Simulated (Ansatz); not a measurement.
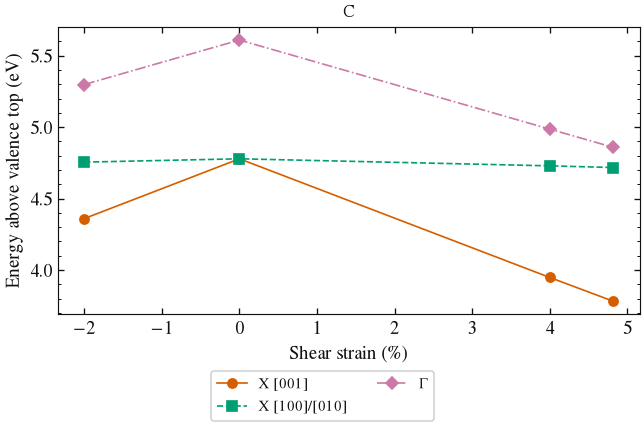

Lowest conduction level at each named k point, counted from the valence-band top at Γ.

System: diamond-type C, space group Fd-3m, 2 atoms in the primitive cell, relaxed with r2SCAN; unstrained, cubic a = 3.560 Å. The cell is sheared in the xy plane (engineering strain), and the atoms are relaxed again with r2SCAN. Points keep the names of the unstrained cell; those that the strain makes unlike carry their directions on the cubic axes x, y, z. Ansatz 0.2.0; PBE, Ansatz PAW set, no spin polarisation, no spin-orbit coupling, 12×12×12 k mesh, 420 eV cutoff.

**How does the strain split the X points of the conduction band?**

Unstrained, the X points are equivalent. At +4.82 % the lowest conduction level is 3.78 eV at X [001] and 4.72 eV at X [100]/[010] above the valence top, a splitting of 0.94 eV, or 194 meV for each 1 % of strain on average.

The values:
| strain | X [001] (eV) | X [100]/[010] (eV) | Γ (eV) |
| --- | --- | --- | --- |
| −2 % | 4.36 | 4.75 | 5.30 |
| 0 % | 4.78 | 4.78 | 5.61 |
| +4 % | 3.95 | 4.73 | 4.99 |
| +4.82 % | 3.78 | 4.72 | 4.86 |

The smallest gap over all k points computed is 4.12, 4.15, 3.90 and 3.78 eV in turn; it lies up to 0.63 eV under the lowest value plotted. The strain splits the threefold valence top at Γ, and levels count from its highest part. LDA, GGA and most meta-GGA functionals understate gaps. The cell was built by a generator and needn't be a form met in nature. Diamond is metastable; the stable form of carbon is graphite.
